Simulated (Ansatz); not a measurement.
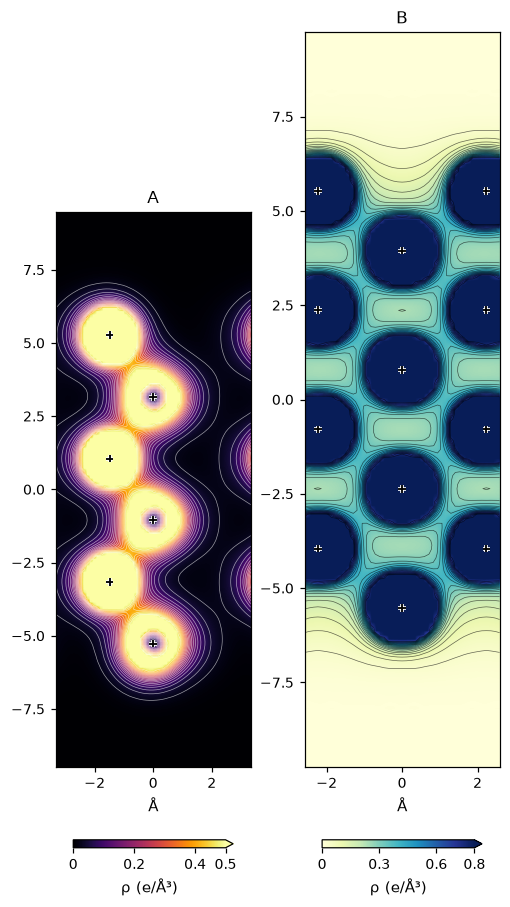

The valence pseudo-density of 2 systems, each on a plane through atoms (crosses mark nuclei in the plane).

Theory: DFT PBE, scalar-relativistic, plane waves, PAW in Ansatz 0.2.0.

System 1: InP (slab), the (100) plane of the calculation cell, a cut from vacuum to vacuum. Not relaxed (largest force 1.5 eV/Å).

System 2: Mo (slab), the (110) plane of the calculation cell, a cut from vacuum to vacuum. Not relaxed (largest force 1.6 eV/Å); computed without spin polarisation.

```
Mo
1.0
     3.16044    0.00000    0.00000
     0.00000    3.16044    0.00000
     0.00000    0.00000   26.06154
Mo
8
Cartesian
  1.5802 1.5802 7.5000
  0.0000 0.0000 9.0801
  1.5802 1.5802 10.6605
  0.0000 0.0000 12.2406
  1.5802 1.5802 13.8210
  0.0000 0.0000 15.4011
  1.5802 1.5802 16.9814
  0.0000 0.0000 18.5615
```

### Which map belongs to which system?

Panel A is system 1, InP: the plane holds P and In. In–P (2.58 Å): ρ is about 0.41 e/Å³ halfway. Panel B is system 2, Mo: the plane holds Mo. Mo–Mo (2.74 Å): ρ is about 0.39 e/Å³ halfway.
